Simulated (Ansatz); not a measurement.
# Does disorder add resistance in series? V(100) layers with 12.5 % Mo

Two lengths of the disordered region are known. What area resistance does the third give?

How it was computed: Ansatz 0.2.0, plane waves with PAW datasets at their recommended cutoffs (420 eV for most), Fermi-Dirac smearing; ballistic transmission by layer matching. The area resistance is RA = A (h/2e²)(1/T − 1/N), with T the zone-mean transmission per spin and N the lead's channels, both averaged over a few energies near the Fermi level; for magnets each spin is taken apart, with h/e², and the two conduct in parallel. Lateral cell 2x2, PBE, a fresh random draw for each length.

The runs, with one result withheld:

| length (Å) | channels N | RA (fΩ m²) |
| --- | --- | --- |
| 6.05 | 9.984 | 0.0785 |
| 12.1 | 9.901 | 0.134 |
| 18.2 | 9.901 | ? |

Worked fit:

Ohm's law makes RA linear in the length: the slope is (0.134 − 0.0785)/(12.1 − 6.05) = 9.19×10⁻³ fΩ m² per Å, or 9.2 µΩ cm. Then 0.134 + 9.19×10⁻³ × 6.05. Predicted: 0.190 fΩ m².

What the run gave:

0.184 fΩ m², so the prediction is 3.2 % too high. The three lengths together give 8.7 µΩ cm. The two increments are 0.056 and 0.050 fΩ m², roughly as Ohm's law has it, though with one draw for each length that is a weak test.

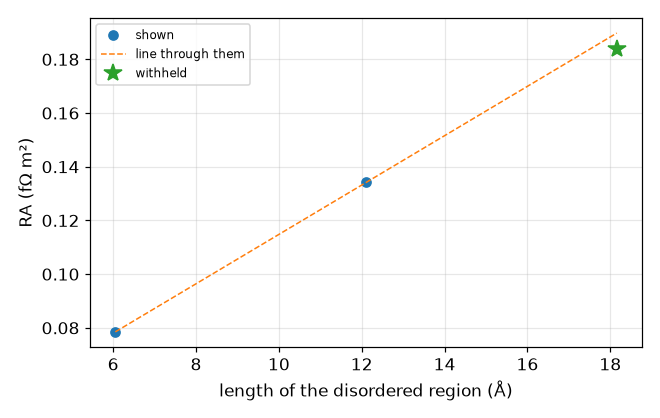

Area resistance against length.

**Limits.** The scatterers repeat sideways with the small cell. The slope is a raw one; a model of isotropic scattering puts it 1.10 times the bulk value over these lengths. Atoms sit unrelaxed on the host's lattice, and the pair may not mix at random in practice.
